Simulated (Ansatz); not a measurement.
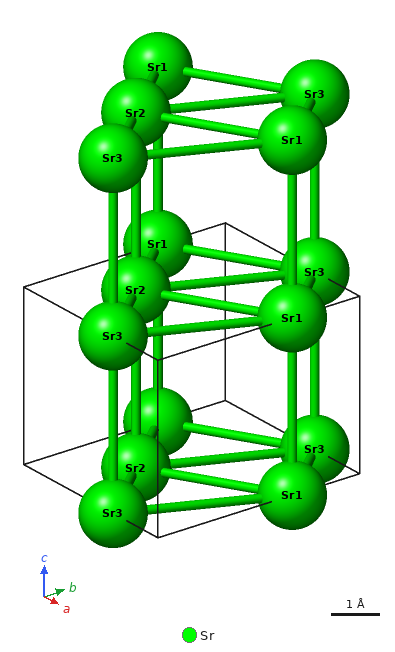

The starting point is a symmetric starting cell of Sr. The picture is a ball-and-stick view of the cell of the calculation, repeated 1 × 1 × 2 with one cell outlined, seen slightly off an axis.

Computed with Ansatz 0.2.0, DFT LDA, scalar-relativistic, plane waves, PAW. Settings: plane-wave cutoff 420 eV; k-point mesh 9 × 9 × 12; occupations gaussian; smearing width 0.1 eV; no spin polarisation.

The variant: The cell is strained by +0.5 % along c and +3.5 % across it (volume +7.5 %) and atoms are displaced by 0.16 Å relative to the cell: Sr3 0.16 Å along −a. No relaxation follows. The starting cell wasn't computed here and needn't be at equilibrium, so pressure and forces aren't due to the change alone.

What is the effect?

Answer. The pressure is −1.5 GPa (not all of it need come from the change, since the unchanged cell can be under pressure at this level too). The principal stresses (compression positive) are −0.8 GPa along c and −1.9 GPa across it. The largest forces, 0.18 eV/Å, act on Sr1, Sr2 and Sr3; on Sr3 it points along +a. The forces point straight back along the displacements (cosine −1.00). Some distances before and after: Sr–Sr 4.090 → 4.501 Å, Sr–Sr 3.817 → 3.834 Å, Sr–Sr 4.074 → 4.088 Å. The space group stays P-62m (No. 189).

Drawn alike, the variant:

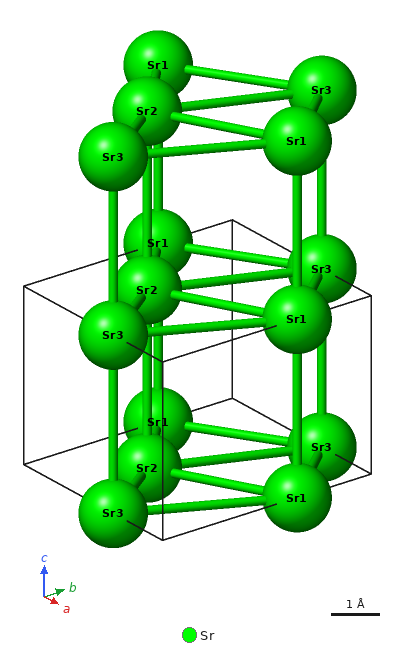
